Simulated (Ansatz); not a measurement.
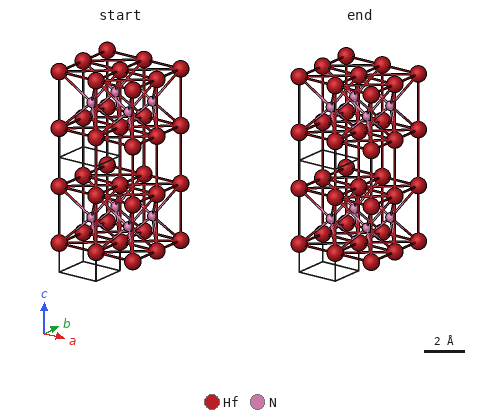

The structure of a crystal of Hf2N (a generated structure, set up in P-6m2) before (left) and after (right) a relaxation, at one scale.

A ball-and-stick model of the cell of the calculation, repeated 2 × 2 × 2 with one cell outlined, seen slightly off an axis.

The run lets cell and atoms move.

Theory: Ansatz, Kohn-Sham DFT of a periodic cell, LDA, Ansatz PAW.

Input file:
```yaml
crystal:
  lattice:
    - [3.08017, 0.0, 0.0]
    - [-1.54008, 2.6675, 0.0]
    - [0.0, 0.0, 5.8821]
  atoms:
    - { symbol: Hf, position: [0.0, 0.0, 0.74743] }
    - { symbol: Hf, position: [0.0, 0.0, 0.25257] }
    - { symbol: "N", position: [0.66667, 0.33333, 0.5] }
hamiltonian:
  xc: lda
  pseudopotentials: { kind: paw }
kpoints:
  mp_grid: { grid: [10, 10, 5] }
scf:
  occupations: { method: fermi_dirac, width: 0.05 }
output:
  forces: true
  stress: true
  eigenvalues: true
relax:
  f_tol: 0.01
  max_steps: 40
  cell: { stress_tol: 0.05 }
```

Run as
```bash
ansatz run input.yaml --threads 2 --pin off --max-ram 5632MiB --backend cpu --events-out ev --progress --plain --runs-dir out
```

> What changed between the two?

The largest moves relative to the cell, 0.012 Å, are those of Hf atoms. N stays in place. Cell: a = b 3.080 → 3.018 Å (−2.0 %), c 5.882 → 5.726 Å (−2.6 %). Volume −6.5 %. Among the contacts that change: Hf–Hf 2.971 → 2.870 Å, Hf–Hf 3.080 → 3.018 Å, Hf–Hf 2.911 → 2.857 Å, Hf–N 2.298 → 2.253 Å. The space group stays P-6m2 (No. 187). After 4 accepted moves (7 points after the start) the energy has fallen by 34.7 meV per atom. The largest force component goes from 0.45 to 0.00018 eV/Å. Pressure: −10.45 GPa at the start and 0.00 GPa at the end. The line search rejected the trial step at point 1 of the run. At 2 points the geometry stayed and the basis and grid were re-selected for the new cell (energy shift of 1.5 meV per atom at most each time). At step 1 the optimiser overshot: the energy rose above the start, and later steps came back. Cost: 28 s on 2 threads of Arm Neoverse V2, with other jobs on the host, peak memory 0.34 GiB.
